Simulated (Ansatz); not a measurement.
## Single-point calculation of HfS$_{2}$ (part 2 of 2)

HfS$_{2}$ (P-3m1, 48 atoms in the cell); DFT PBE+D3(BJ), scalar-relativistic, plane waves, PAW, no spin polarisation (Ansatz 0.2.0); cutoff 420 eV, 2×2×2 k-mesh, Gaussian smearing of 0.01 eV. The structure derives from a Materials Project entry. It belongs to a series of runs on one base structure; here: the perfect crystal in a cell of 48 atoms.

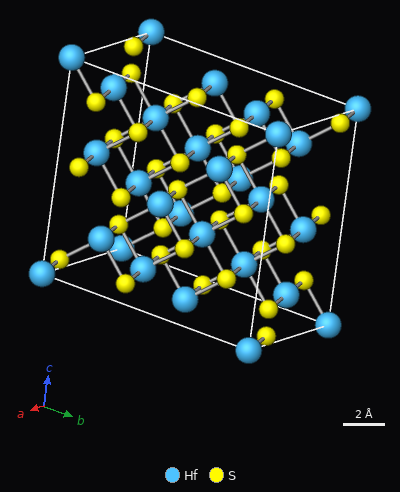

*The structure (ball-and-stick view of the cell of the calculation, seen slightly off an axis). An atom can appear more than once, as a periodic image.*

Output, continued
```
  k-point 0: bands = ["-52.4560", "-52.4560", "-52.4560", "-52.4560", "-52.4521", "-52.4521", "-52.4521", "-52.4521", "-52.4513", "-52.4513", ... 155 levels left out ..., "-2.3816", "-2.3816", "-2.3816", "-2.3815", "-2.3815", "-2.3815", "-2.3815", "-2.3795", "-2.3795", "-2.3795", "-2.3795", "-2.3778", "-2.3778", "-2.3775", "-2.3775", "-2.2985", "-2.2985", "-2.2512", "-2.2512", "-2.2187", "-2.2187", "-2.1521", "-2.1521", "-2.1504", "-2.1504", "-2.1244", "-2.1244", "-2.0265", "-2.0265",
      "-1.9920", "-1.9920", "-1.9235", "-1.9235", "-1.9116", "-1.9116", "-1.8418", "-1.8418", "-1.8268", "-1.8268", "-1.8109", "-1.8109", "-1.7739", "-1.7739", "4.9438", "4.9438", "4.9756", "4.9756", "5.0469", "5.0469", "5.0863", "5.0863", "5.2245", "5.2245", "5.3053", "5.3053", "5.3612", "5.3612", "5.3898", "5.3898", "5.7972", "5.7972", "5.8353", "5.8353", "5.8895", "5.8895", "5.9575", "5.9575", "5.9840", "5.9840",
      "5.9921", "5.9921", "6.4124", "6.4124", "6.4643", "6.4643", "6.7393", "6.7393", "6.7587", "6.7587", "6.8717", "6.8717", "6.8720", "6.8720", "6.8952", "6.8952", "6.9208", "6.9208", "6.9316", "6.9316", "6.9476", "6.9476", "7.0117", "7.0117", "7.1217", "7.1217", "7.1393", "7.1393", "7.1942", "7.1942", "7.2334", "7.2334", "7.2710", "7.2710", "7.3914", "7.3914", "7.4605", "7.4605", "7.5838", "7.5838",
      "7.8076", "7.8076", "7.8156", "7.8156", "7.9389", "7.9389", "7.9507", "7.9507", "7.9602", "7.9602", "8.0281", "8.0281", "8.0884", "8.0884", "8.0898", "8.0898", "8.2689", "8.2689", "8.5929", "8.5929", "8.6416", "8.6416", "8.7832", "8.7832", "8.8480", "8.8480", "8.9793", "8.9793", "9.0876", "9.0876", "10.8908", "10.8908", "11.0264", "11.0264", "11.2004", "11.2004", "11.4082", "11.4082", "11.5401", "11.5401",
      "11.5430", "11.5430", "11.5858", "11.5858", "11.6693", "11.6693", "12.0038", "12.0038", "12.0282", "12.0282", "12.7822", "12.7822", "12.8448", "12.8448", "12.9344", "12.9344", "12.9454", "12.9454", "13.0500", "13.0500", "13.1133", "13.1133", "13.1177", "13.1177", "13.2057", "13.2057", "13.4607", "13.4607", "13.4827", "13.4827", "13.5721", "13.5721", "13.6578", "13.6578", "13.6986", "13.6986", "13.7452", "13.7452", "14.4530", "14.4530",
      "14.5273", "14.5273", "14.7682", "14.7682", "14.7947", "14.7947", "14.8356", "14.8356", "14.9997", "14.9997", "15.0257"]
  k-point 1: bands = ["-52.4578", "-52.4549", "-52.4549", "-52.4542", "-52.4542", "-52.4524", "-52.4524", "-52.4524", "-52.4524", "-52.4506", ... 155 levels left out ..., "-2.3841", "-2.3841", "-2.3841", "-2.3841", "-2.3812", "-2.3812", "-2.3811", "-2.3800", "-2.3800", "-2.3797", "-2.3797", "-2.3792", "-2.3792", "-2.3792", "-2.3756", "-2.3576", "-2.3576", "-2.3452", "-2.3343", "-2.2736", "-2.2736", "-2.2165", "-2.2165", "-2.0626", "-2.0626", "-2.0332", "-2.0332", "-2.0322", "-2.0322",
      "-1.9909", "-1.9407", "-1.9407", "-1.9392", "-1.9392", "-1.9137", "-1.9137", "-1.9092", "-1.8812", "-1.8352", "-1.8352", "-1.7003", "-1.7003", "-1.7003", "4.5314", "4.5314", "4.5314", "5.1010", "5.2228", "5.2228", "5.3088", "5.3239", "5.3239", "5.3589", "5.3589", "5.4467", "5.4467", "5.6672", "5.6672", "5.6716", "5.7882", "5.7882", "5.8470", "5.8470", "5.8577", "5.8577", "5.8644", "5.8644", "6.1100", "6.1232",
      "6.1232", "6.1232", "6.2829", "6.2829", "6.3194", "6.3581", "6.3581", "6.6359", "6.6359", "6.7758", "6.7758", "6.7788", "6.7789", "6.8358", "6.8358", "6.8923", "6.8969", "6.8969", "6.9399", "6.9399", "6.9399", "6.9458", "7.0232", "7.0232", "7.0814", "7.0814", "7.0814", "7.0819", "7.0946", "7.1425", "7.1425", "7.2848", "7.2848", "7.2943", "7.2943", "7.4092", "7.4092", "7.4412", "7.4412", "7.4769",
      "7.4769", "7.6897", "7.6897", "7.8362", "7.8362", "7.9257", "7.9257", "8.1153", "8.1153", "8.1154", "8.1415", "8.1415", "8.3135", "8.3135", "8.3464", "8.3464", "8.3474", "8.3474", "8.3474", "8.3567", "8.5841", "8.6231", "8.6757", "8.8243", "8.8243", "9.0034", "9.0034", "9.1807", "9.3912", "9.3912", "10.6188", "10.6189", "10.6189", "11.0206", "11.0679", "11.3172", "11.3172", "11.4817", "11.4819", "11.5477",
      "11.5477", "11.7627", "11.7627", "11.9249", "11.9249", "12.0036", "12.0036", "12.0042", "12.0042", "12.2825", "12.4166", "12.4166", "12.5321", "12.5321", "12.7319", "12.7319", "12.7695", "12.7863", "12.9428", "13.0399", "13.0399", "13.2088", "13.2088", "13.2544", "13.2544", "13.3576", "13.6297", "13.6297", "13.6298", "13.6457", "13.6457", "13.6692", "13.6692", "13.7027", "13.7027", "13.7284", "13.7287", "13.7287", "14.5555", "14.5555",
      "14.5920", "14.6363", "14.6363", "14.8236", "14.8341", "14.8341", "14.8694", "14.8694", "14.8735", "14.8735", "14.9907"]
  k-point 2: bands = ["-52.4567", "-52.4567", "-52.4542", "-52.4542", "-52.4542", "-52.4542", "-52.4516", "-52.4516", "-52.4506", "-52.4506", ... 155 levels left out ..., "-2.3842", "-2.3832", "-2.3832", "-2.3800", "-2.3800", "-2.3800", "-2.3800", "-2.3799", "-2.3799", "-2.3799", "-2.3799", "-2.3791", "-2.3791", "-2.3499", "-2.3499", "-2.3221", "-2.3221", "-2.2966", "-2.2796", "-2.2558", "-2.2558", "-2.1973", "-2.1973", "-2.0826", "-2.0826", "-2.0815", "-2.0815", "-2.0726", "-2.0341",
      "-2.0341", "-1.9657", "-1.9657", "-1.9214", "-1.9214", "-1.8690", "-1.8575", "-1.8351", "-1.8351", "-1.8324", "-1.8324", "-1.7443", "-1.7443", "-1.7316", "4.7670", "4.7670", "4.8149", "4.8840", "4.8840", "4.8976", "5.0945", "5.2755", "5.2755", "5.3736", "5.3736", "5.4046", "5.4046", "5.5904", "5.5904", "5.6109", "5.6109", "5.7546", "5.7961", "5.7961", "6.0377", "6.0377", "6.0525", "6.1008", "6.1008", "6.1778",
      "6.2783", "6.2783", "6.3011", "6.3011", "6.3393", "6.4544", "6.4544", "6.5579", "6.5892", "6.7974", "6.7974", "6.8084", "6.8084", "6.8455", "6.8620", "6.8620", "6.8886", "6.8957", "6.8957", "6.9147", "6.9147", "6.9194", "6.9930", "6.9930", "7.0249", "7.0249", "7.0570", "7.0570", "7.0816", "7.1221", "7.1221", "7.2419", "7.2419", "7.2877", "7.2877", "7.3582", "7.3634", "7.3634", "7.5077", "7.5077",
      "7.6441", "7.6441", "7.8454", "7.8454", "7.8643", "7.8643", "8.0529", "8.1443", "8.1443", "8.1722", "8.1722", "8.1901", "8.2080", "8.3925", "8.4199", "8.4564", "8.4596", "8.4596", "8.4810", "8.4810", "8.5057", "8.5057", "8.5460", "8.6232", "8.6232", "8.9340", "9.0137", "9.0137", "9.0631", "9.5928", "10.6570", "10.7745", "11.0267", "11.0267", "11.0877", "11.0877", "11.0938", "11.0938", "11.3340", "11.3340",
      "11.4211", "11.4707", "11.9752", "11.9853", "11.9853", "12.0002", "12.0534", "12.0534", "12.2442", "12.2442", "12.3416", "12.7364", "12.7364", "12.8184", "12.8184", "12.8188", "12.8188", "12.8550", "12.9507", "12.9507", "13.2064", "13.2064", "13.2513", "13.2513", "13.3176", "13.3176", "13.3313", "13.4033", "13.5058", "13.5864", "13.5951", "13.5951", "13.6513", "13.6513", "13.6728", "13.6728", "13.6764", "13.6764", "14.4990", "14.5884",
      "14.5884", "14.6163", "14.7366", "14.7366", "14.8321", "14.9513", "14.9513", "15.0008", "15.0008", "15.0648", "15.0648"]
  k-point 3: bands = ["-52.4570", "-52.4570", "-52.4537", "-52.4537", "-52.4537", "-52.4537", "-52.4525", "-52.4525", "-52.4511", "-52.4511", ... 155 levels left out ..., "-2.3867", "-2.3841", "-2.3841", "-2.3817", "-2.3817", "-2.3817", "-2.3817", "-2.3798", "-2.3797", "-2.3793", "-2.3793", "-2.3783", "-2.3783", "-2.3308", "-2.3308", "-2.2988", "-2.2988", "-2.2843", "-2.2843", "-2.2710", "-2.2677", "-2.2601", "-2.2601", "-2.2047", "-2.1746", "-2.1089", "-2.0977", "-2.0977", "-2.0705",
      "-1.9699", "-1.9391", "-1.9079", "-1.9034", "-1.8774", "-1.8596", "-1.8596", "-1.8472", "-1.8472", "-1.7934", "-1.7820", "-1.7820", "-1.7213", "-1.6878", "4.6656", "4.7576", "4.7578", "4.7606", "4.7606", "4.9261", "4.9261", "5.3599", "5.5330", "5.5495", "5.5726", "5.5726", "5.5928", "5.5928", "5.6503", "5.7030", "5.7797", "5.7797", "5.8458", "5.8490", "5.9418", "5.9418", "5.9449", "6.0148", "6.0240", "6.0438",
      "6.1490", "6.2259", "6.2688", "6.2688", "6.2786", "6.3215", "6.3979", "6.3979", "6.5468", "6.5468", "6.6004", "6.7154", "6.7154", "6.8209", "6.8656", "6.8845", "6.8845", "6.9022", "6.9695", "6.9695", "7.0098", "7.0471", "7.0624", "7.0673", "7.0673", "7.0687", "7.1127", "7.1127", "7.1433", "7.1600", "7.2584", "7.3087", "7.3155", "7.3155", "7.4360", "7.5173", "7.5173", "7.5255", "7.5310", "7.6094",
      "7.6899", "7.7207", "7.7207", "7.8854", "7.8854", "7.8963", "7.9026", "7.9485", "7.9485", "7.9802", "7.9802", "7.9824", "7.9824", "8.1096", "8.2562", "8.2562", "8.4795", "8.5623", "8.5623", "8.5745", "8.5890", "8.6583", "8.6583", "8.6654", "8.7060", "8.9633", "8.9822", "8.9822", "9.1061", "9.6225", "10.7674", "10.7674", "10.9238", "10.9238", "11.0351", "11.3189", "11.5653", "11.5653", "11.6087", "11.6174",
      "11.6174", "11.6807", "11.7006", "11.7031", "11.7055", "11.9688", "11.9759", "12.1407", "12.2066", "12.2066", "12.2858", "12.3077", "12.3077", "12.3080", "12.4190", "12.6548", "12.7732", "13.0604", "13.1633", "13.3067", "13.3135", "13.3135", "13.3148", "13.3148", "13.3705", "13.3705", "13.4706", "13.4758", "13.4770", "13.5544", "13.6144", "13.6144", "13.6463", "13.6657", "13.6657", "13.7008", "13.7332", "13.7332", "14.4368", "14.5316",
      "14.5316", "14.5373", "14.6854", "14.6854", "14.7390", "14.7427", "14.7451", "14.7577", "14.7577", "15.0230", "15.0397"]
```

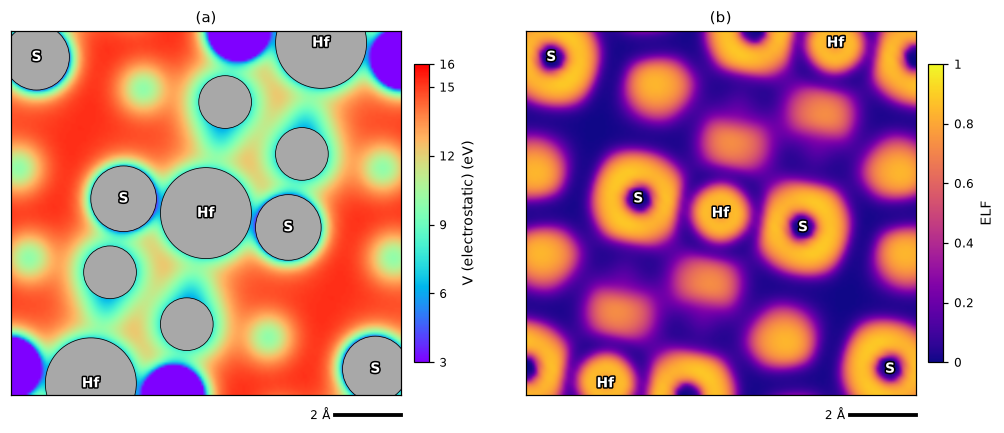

*(a) electrostatic potential (local pseudopotential plus Hartree) felt by an electron; (b) ELF on the (010) plane of the calculation cell. Grey discs, where drawn, cover atomic cores.*

The section cuts through Hf and S sites. Hf–S (2.54 Å): the ELF is about 0.40 at the midpoint. The strong features right at Hf lie inside the PAW spheres (semicore, d or f shells) and say nothing about bonding. Outside the cores the potential energy rises away from the atoms and is highest about 2.5 Å from the nearest atoms; outside the discs it spans about 11 eV, and its zero is arbitrary. Core electrons are frozen (PAW), so the fields are smoothed inside the atomic spheres.

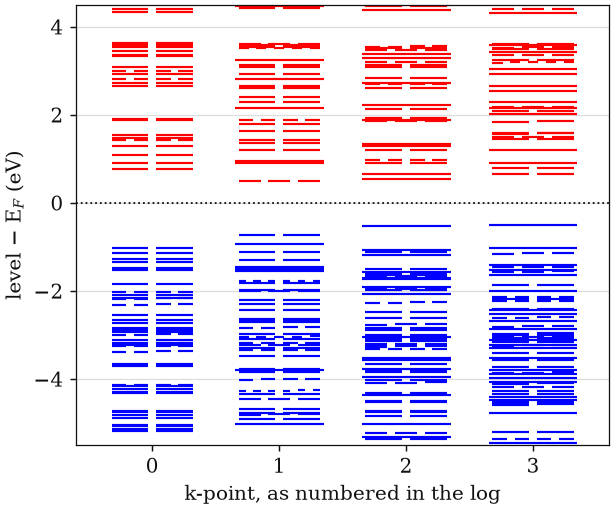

*Kohn–Sham levels near the Fermi level (dotted) at the few k-points that the log prints; levels within 0.02 eV of each other stand side by side.*

Among these points the highest filled and lowest empty levels are 1.00 eV apart, which is the gap on the mesh.

Summary

- outcome: converged
- space group (tolerance 0.01 Å): P-3m1 (164)
- electrons treated: 608
- free energy: −280498.6135 eV
- Fermi energy: 10.121 eV
- gap on the k-point mesh: 1.00 eV
- pressure: 0.00 GPa
- largest force (length of the vector): 0.001 eV/Å
- wall time: 1.9 min (CPU time 6.8 min)
- peak memory: 6 GiB

Spin–orbit coupling is left out, which matters for Hf.
